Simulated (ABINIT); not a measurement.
## Effective mass calculation of CaO (part 1 of 2)

The run: effective mass calculation of CaO (2 atoms in the cell). Method and program: Kohn-Sham DFT of a periodic cell, LDA, PseudoDojo NC SR LDA v0.4.1 standard, no spin polarisation (ABINIT 10.8.3).

The structure derives from a Materials Project entry.

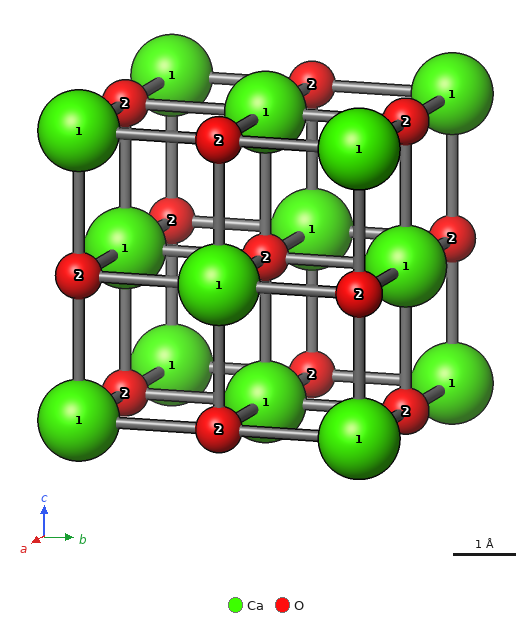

Fig. 1: The structure (ball-and-stick view of the cell 4 times as large as that of the calculation, set on its symmetry axes, seen slightly off an axis; atoms are numbered from 1 in the order of the input). Near neighbours in the crystal (not all of them lie inside the picture): Ca has 6 O at 2.40 Å; O has 6 Ca at 2.40 Å.

Input:
```
# Datasets
ndtset 3

# Pseudopotentials
pp_dirpath "./"
pseudos "Ca.upf, O.upf"

# Structure
acell 3*1.0
rprim
     0.0000000000     4.5420619907     4.5420619907
     4.5420619907     0.0000000000     4.5420619907
     4.5420619907     4.5420619907     0.0000000000
ntypat 2
znucl 20 8
natom 2
typat 1 2
xred
            0.0            0.0            0.0
            1/2            1/2            1/2

# Plane-wave basis
ecut 952.398519 eV

# Exchange and correlation
ixc 7

# Bands and occupations
occopt 1

# SCF cycle
nstep 80
diemac 6.0

# Output
iomode 3
prteig 0
prtebands 0

# Dataset 1: ground state
kptopt1 1
ngkpt1 7 7 7
nshiftk1 1
shiftk1 0.0 0.0 0.0
nband1 8
tolvrs1 1.0e-14
prtden1 1
prtwf1 0

# Datasets 2 and 3: the band edges
kptopt2 0
nkpt2 2
kpt2
  0.0 0.0 0.0
  1/2 1/2 0.0
istwfk2 2*1
nband2 14
getden2 1
kptopt3 0
nkpt3 2
kpt3
  0.0 0.0 0.0
  1/2 1/2 0.0
istwfk3 2*1
nband3 14
getden3 1

# Dataset 2: bands at fixed density
iscf2 -2
nbdbuf2 2
tolwfr2 1.0e-20
nstep2 200

# Dataset 3: effective masses
iscf3 -3
getwfk3 2
rfelfd3 2
rfdir3 1 1 1
nqpt3 1
qpt3 0.0 0.0 0.0
tolwfr3 1.0e-20
nbdbuf3 2
nstep3 200
efmas3 1
efmas_bands3 6 8 9 9
efmas_calc_dirs3 1
efmas_n_dirs3 5
efmas_dirs3
  1 0 0
  0 1 0
  0 0 1
  1 1 0
  1 1 1
efmas_ntheta3 100
prtwf3 0
prtden3 0
prtpot3 0
```

Machine: 1 thread of Arm Neoverse V1, 24 GiB of memory available, shared host.

Launched with:
```bash
abinit run.abi > log 2>&1
```

Log:
```
.Version 10.8.3 of ABINIT
 DATASET    1 : space group Fm -3 m (#225); Bravais cF (face-center cubic)
================================================================================
 Values of the parameters that define the memory need for DATASET  1.
     intxc =       0    ionmov =       0      iscf =       7    lmnmax =       6
     lnmax =       6     mgfft =      36  mpssoang =       3    mqgrid =    3001
     natom =       2  nloc_mem =       1    nspden =       1   nspinor =       1
    nsppol =       1      nsym =      48    n1xccc =    2501    ntypat =       2
    occopt =       1   xclevel =       1
       mpw =        1868          nfft =       46656          nkpt =          20
================================================================================
================================================================================

 DATASET    2 : space group Fm -3 m (#225); Bravais cF (face-center cubic)
================================================================================
 Values of the parameters that define the memory need for DATASET  2.
     intxc =       0    ionmov =       0      iscf =      -2    lmnmax =       6
     lnmax =       6     mgfft =      36  mpssoang =       3    mqgrid =    3001
     natom =       2  nloc_mem =       1    nspden =       1   nspinor =       1
    nsppol =       1      nsym =      48    n1xccc =    2501    ntypat =       2
    occopt =       1   xclevel =       1
       mpw =        1868          nfft =       46656          nkpt =           2
================================================================================
================================================================================

 DATASET    3 : space group Fm -3 m (#225); Bravais cF (face-center cubic)
================================================================================
 Values of the parameters that define the memory need for DATASET  3 (RF).
     intxc =       0      iscf =      -3    lmnmax =      18     lnmax =       6
     mgfft =      36  mpssoang =       3    mqgrid =    3001     natom =       2
  nloc_mem =       1    nspden =       1   nspinor =       1    nsppol =       1
      nsym =      48    n1xccc =    2501    ntypat =       2    occopt =       1
   xclevel =       1
      nfft =       46656          nkpt =           2
================================================================================
================================================================================

--------------------------------------------------------------------------------
------------- Echo of variables that govern the present computation ------------
--------------------------------------------------------------------------------
 -outvars: echo values of preprocessed input variables --------
            acell      1.0000000000E+00  1.0000000000E+00  1.0000000000E+00 Bohr
              amu      4.00780000E+01  1.59994000E+01
           diemac      6.00000000E+00
             ecut      3.50000000E+01 Hartree
           getden1          0
           getden2          1
           getden3          1
           getwfk1          0
           getwfk2          0
           getwfk3          2
             iscf1          7
             iscf2         -2
             iscf3         -3
              ixc           7
           jdtset        1    2    3
           kptopt1          1
           kptopt2          0
           kptopt3          0
         kptrlatt        7    0    0      0    7    0      0    0    7
          kptrlen1     4.49641197E+01
          kptrlen2     3.00000000E+01
          kptrlen3     3.00000000E+01
            natom           2
            nband1          8
            nband2         14
            nband3         14
           nbdbuf1          0
           nbdbuf2          2
           nbdbuf3          2
           ndtset           3
            ngfft          36      36      36
             nkpt1         20
             nkpt2          2
             nkpt3          2
             nqpt1          0
             nqpt2          0
             nqpt3          1
            nstep1         80
            nstep2        200
            nstep3        200
             nsym          48
           ntypat           2
        optdriver1          0
        optdriver2          0
        optdriver3          1
           prtden1          1
           prtden2          1
           prtden3          0
        prtebands           0
           prteig           0
            prtwf1          0
            prtwf2          1
            prtwf3          0
           rfelfd1          0
           rfelfd2          0
           rfelfd3          2
            rprim      0.0000000000E+00  4.5420619907E+00  4.5420619907E+00
                       4.5420619907E+00  0.0000000000E+00  4.5420619907E+00
                       4.5420619907E+00  4.5420619907E+00  0.0000000000E+00
           shiftk1     0.00000000E+00  0.00000000E+00  0.00000000E+00
           shiftk2     5.00000000E-01  5.00000000E-01  5.00000000E-01
           shiftk3     5.00000000E-01  5.00000000E-01  5.00000000E-01
          spgroup         225
           tolvrs1     1.00000000E-14
           tolvrs2     0.00000000E+00
           tolvrs3     0.00000000E+00
           tolwfr1     0.00000000E+00
           tolwfr2     1.00000000E-20
           tolwfr3     1.00000000E-20
            typat      1  2
           useylm1          0
           useylm2          0
           useylm3          1
           xangst      0.0000000000E+00  0.0000000000E+00  0.0000000000E+00
                       2.4035556944E+00  2.4035556944E+00  2.4035556944E+00
            xcart      0.0000000000E+00  0.0000000000E+00  0.0000000000E+00
                       4.5420619907E+00  4.5420619907E+00  4.5420619907E+00
             xred      0.0000000000E+00  0.0000000000E+00  0.0000000000E+00
                       5.0000000000E-01  5.0000000000E-01  5.0000000000E-01
            znucl       20.00000    8.00000

================================================================================

 chkinp: Checking input parameters for consistency, jdtset=   1.

 chkinp: Checking input parameters for consistency, jdtset=   2.

 chkinp: Checking input parameters for consistency, jdtset=   3.

================================================================================
== DATASET  1 ==================================================================

--- !DatasetInfo
iteration_state: {dtset: 1, }
dimensions: {natom: 2, nkpt: 20, mband: 8, nsppol: 1, nspinor: 1, nspden: 1, mpw: 1868, }
cutoff_energies: {ecut:  35.0, pawecutdg:  -1.0, }
electrons: {nelect:   1.60000000E+01, charge:   0.00000000E+00, occopt:   1.00000000E+00, tsmear:   1.00000000E-02, }
meta: {optdriver: 0, ionmov: 0, optcell: 0, iscf: 7, paral_kgb: 0, }
...

 Exchange-correlation functional for the present dataset will be:
  LDA: Perdew-Wang 92 LSD fit to Ceperley-Alder data - ixc=7
  J.P.Perdew and Y.Wang, PRB 45, 13244 (1992)

 Real(R)+Recip(G) space primitive vectors, cartesian coordinates (Bohr,Bohr^-1):
 R(1)=  0.0000000  4.5420620  4.5420620  G(1)= -0.1100822  0.1100822  0.1100822
 R(2)=  4.5420620  0.0000000  4.5420620  G(2)=  0.1100822 -0.1100822  0.1100822
 R(3)=  4.5420620  4.5420620  0.0000000  G(3)=  0.1100822  0.1100822 -0.1100822
 Unit cell volume ucvol=  1.8740845E+02 bohr^3
 Angles (23,13,12)=  6.00000000E+01  6.00000000E+01  6.00000000E+01 degrees

 getcut: wavevector=  0.0000  0.0000  0.0000  ngfft=  36  36  36
         ecut(hartree)=     35.000   => boxcut(ratio)=   2.10443

--- Pseudopotential description ------------------------------------------------
- pspini: atom type   1  psp file is ./Ca.upf
  20.00000  10.00000  180309                  znucl, zion, pspdat
12 -1012 2 -1 1724                            pspcod,pspxc,lmax,lloc,mmax
     nproj     2     2     2

- pspini: atom type   2  psp file is ./O.upf
   8.00000   6.00000  201201                  znucl, zion, pspdat
12 -1012 2 -1 926                             pspcod,pspxc,lmax,lloc,mmax
     nproj     2     2     1

   3.00637296E+02                                ecore*ucvol(ha*bohr**3)
--------------------------------------------------------------------------------

================================================================================

--- !BeginCycle
iteration_state: {dtset: 1, }
solver: {iscf: 7, nstep: 80, nline: 4, wfoptalg: 0, }
tolerances: {tolvrs: 1.00E-14, }
...

     iter   Etot(hartree)      deltaE(h)  residm     vres2
 ETOT  1  -55.196810294444    -5.520E+01 2.317E-01 3.994E+02
 ETOT  2  -55.078514337917     1.183E-01 9.502E-03 9.446E+02
 ETOT  3  -55.324953733793    -2.464E-01 4.055E-03 2.759E+01
 ETOT  4  -55.330558871417    -5.605E-03 6.583E-05 5.077E+00
 ETOT  5  -55.331562604199    -1.004E-03 3.483E-05 1.481E-01
 ETOT  6  -55.331581969956    -1.937E-05 1.110E-06 1.978E-03
 ETOT  7  -55.331582353135    -3.832E-07 3.224E-08 5.225E-05
 ETOT  8  -55.331582366353    -1.322E-08 4.550E-10 1.385E-05
 ETOT  9  -55.331582369470    -3.117E-09 9.897E-11 8.831E-08
 ETOT 10  -55.331582369495    -2.457E-11 4.512E-12 1.236E-08
 ETOT 11  -55.331582369498    -3.460E-12 4.627E-13 1.355E-09
 ETOT 12  -55.331582369497     9.592E-13 1.096E-14 3.048E-10
 ETOT 13  -55.331582369497     3.482E-13 3.020E-15 1.257E-11
 ETOT 14  -55.331582369497    -7.248E-13 1.972E-16 1.416E-12
 ETOT 15  -55.331582369497     5.969E-13 7.333E-18 4.015E-14
 ETOT 16  -55.331582369497    -3.268E-13 3.518E-19 3.776E-16

 At SCF step   16       vres2   =  3.78E-16 < tolvrs=  1.00E-14 =>converged.

 Cartesian components of stress tensor (hartree/bohr^3)
  sigma(1 1)=  2.82141854E-04  sigma(3 2)=  0.00000000E+00
  sigma(2 2)=  2.82141854E-04  sigma(3 1)=  0.00000000E+00
  sigma(3 3)=  2.82141854E-04  sigma(2 1)=  0.00000000E+00

--- !ResultsGS
iteration_state: {dtset: 1, }
comment   : Summary of ground state results
lattice_vectors:
- [  0.0000000,   4.5420620,   4.5420620, ]
- [  4.5420620,   0.0000000,   4.5420620, ]
- [  4.5420620,   4.5420620,   0.0000000, ]
lattice_lengths: [   6.42345,    6.42345,    6.42345, ]
lattice_angles: [ 60.000,  60.000,  60.000, ] # degrees, (23, 13, 12)
lattice_volume:   1.8740845E+02
convergence: {deltae: -3.268E-13, res2:  3.776E-16, residm:  3.518E-19, diffor: null, }
etotal    :  -5.53315824E+01
entropy   :   0.00000000E+00
fermie    :   1.70860888E-01
cartesian_stress_tensor: # hartree/bohr^3
- [  2.82141854E-04,   0.00000000E+00,   0.00000000E+00, ]
- [  0.00000000E+00,   2.82141854E-04,   0.00000000E+00, ]
- [  0.00000000E+00,   0.00000000E+00,   2.82141854E-04, ]
pressure_GPa:  -8.3009E+00
xred      :
- [  0.0000E+00,   0.0000E+00,   0.0000E+00, Ca]
- [  5.0000E-01,   5.0000E-01,   5.0000E-01,  O]
cartesian_forces: # hartree/bohr
- [ -0.00000000E+00,  -0.00000000E+00,  -0.00000000E+00, ]
- [ -0.00000000E+00,  -0.00000000E+00,  -0.00000000E+00, ]
force_length_stats: {min:   0.00000000E+00, max:   0.00000000E+00, mean:   0.00000000E+00, }
...

 Integrated electronic density in atomic spheres:
 ------------------------------------------------
 Atom  Sphere_radius  Integrated_density
    1        2.00000          7.63504289
    2        2.00000          6.12466930
================================================================================

 ----iterations are completed or convergence reached----

 Mean square residual over all n,k,spin=   85.250E-21; max=  35.184E-20
 reduced coordinates (array xred) for    2 atoms
       0.000000000000      0.000000000000      0.000000000000
       0.500000000000      0.500000000000      0.500000000000
 rms dE/dt=  0.0000E+00; max dE/dt=  0.0000E+00; dE/dt below (all hartree)
    1       0.000000000000      0.000000000000      0.000000000000
    2       0.000000000000      0.000000000000      0.000000000000

 cartesian coordinates (angstrom) at end:
    1      0.00000000000000     0.00000000000000     0.00000000000000
    2      2.40355569435655     2.40355569435655     2.40355569435655

 cartesian forces (hartree/bohr) at end:
    1     -0.00000000000000    -0.00000000000000    -0.00000000000000
    2     -0.00000000000000    -0.00000000000000    -0.00000000000000
 frms,max,avg= 0.0000000E+00 0.0000000E+00   0.000E+00  0.000E+00  0.000E+00 h/b

 cartesian forces (eV/Angstrom) at end:
    1     -0.00000000000000    -0.00000000000000    -0.00000000000000
    2     -0.00000000000000    -0.00000000000000    -0.00000000000000
 frms,max,avg= 0.0000000E+00 0.0000000E+00   0.000E+00  0.000E+00  0.000E+00 e/A
 length scales=  1.000000000000  1.000000000000  1.000000000000 bohr
              =  0.529177210544  0.529177210544  0.529177210544 angstroms
 Fermi (or HOMO) energy (hartree) =   0.17086   Average Vxc (hartree)=  -0.40888
 Eigenvalues (hartree) for nkpt=  20  k points:
 kpt#   1, nband=  8, wtk=  0.00292, kpt=  0.0000  0.0000  0.0000 (reduced coord)
  -1.19438   -0.49576   -0.49576   -0.49576   -0.38641    0.17086    0.17086    0.17086
 prteigrs : prtvol=0 or 1, do not print more k-points.

--- !EnergyTerms
iteration_state     : {dtset: 1, }
comment             : Components of total free energy in Hartree
kinetic             :  2.43773598808054E+01
hartree             :  1.02464247808553E+01
xc                  : -1.14681855385128E+01
Ewald energy        : -4.15179928084227E+01
psp_core            :  1.60418218420101E+00
local_psp           : -3.90793419447467E+01
non_local_psp       :  5.05971076323340E-01
total_energy        : -5.53315823694971E+01
total_energy_eV     : -1.50564905945770E+03
band_energy         : -5.38421589395366E+00
...

 Cartesian components of stress tensor (hartree/bohr^3)
  sigma(1 1)=  2.82141854E-04  sigma(3 2)=  0.00000000E+00
  sigma(2 2)=  2.82141854E-04  sigma(3 1)=  0.00000000E+00
  sigma(3 3)=  2.82141854E-04  sigma(2 1)=  0.00000000E+00

-Cartesian components of stress tensor (GPa)         [Pressure= -8.3009E+00 GPa]
- sigma(1 1)=  8.30089992E+00  sigma(3 2)=  0.00000000E+00
- sigma(2 2)=  8.30089992E+00  sigma(3 1)=  0.00000000E+00
- sigma(3 3)=  8.30089992E+00  sigma(2 1)=  0.00000000E+00

================================================================================
== DATASET  2 ==================================================================

--- !DatasetInfo
iteration_state: {dtset: 2, }
dimensions: {natom: 2, nkpt: 2, mband: 14, nsppol: 1, nspinor: 1, nspden: 1, mpw: 1868, }
cutoff_energies: {ecut:  35.0, pawecutdg:  -1.0, }
electrons: {nelect:   1.60000000E+01, charge:   0.00000000E+00, occopt:   1.00000000E+00, tsmear:   1.00000000E-02, }
meta: {optdriver: 0, ionmov: 0, optcell: 0, iscf: -2, paral_kgb: 0, }
...

 mkfilename : getden/=0, take file _DEN from output of DATASET   1.

 Exchange-correlation functional for the present dataset will be:
  LDA: Perdew-Wang 92 LSD fit to Ceperley-Alder data - ixc=7
  J.P.Perdew and Y.Wang, PRB 45, 13244 (1992)

 Real(R)+Recip(G) space primitive vectors, cartesian coordinates (Bohr,Bohr^-1):
 R(1)=  0.0000000  4.5420620  4.5420620  G(1)= -0.1100822  0.1100822  0.1100822
 R(2)=  4.5420620  0.0000000  4.5420620  G(2)=  0.1100822 -0.1100822  0.1100822
 R(3)=  4.5420620  4.5420620  0.0000000  G(3)=  0.1100822  0.1100822 -0.1100822
 Unit cell volume ucvol=  1.8740845E+02 bohr^3
 Angles (23,13,12)=  6.00000000E+01  6.00000000E+01  6.00000000E+01 degrees

 getcut: wavevector=  0.0000  0.0000  0.0000  ngfft=  36  36  36
         ecut(hartree)=     35.000   => boxcut(ratio)=   2.10443
```
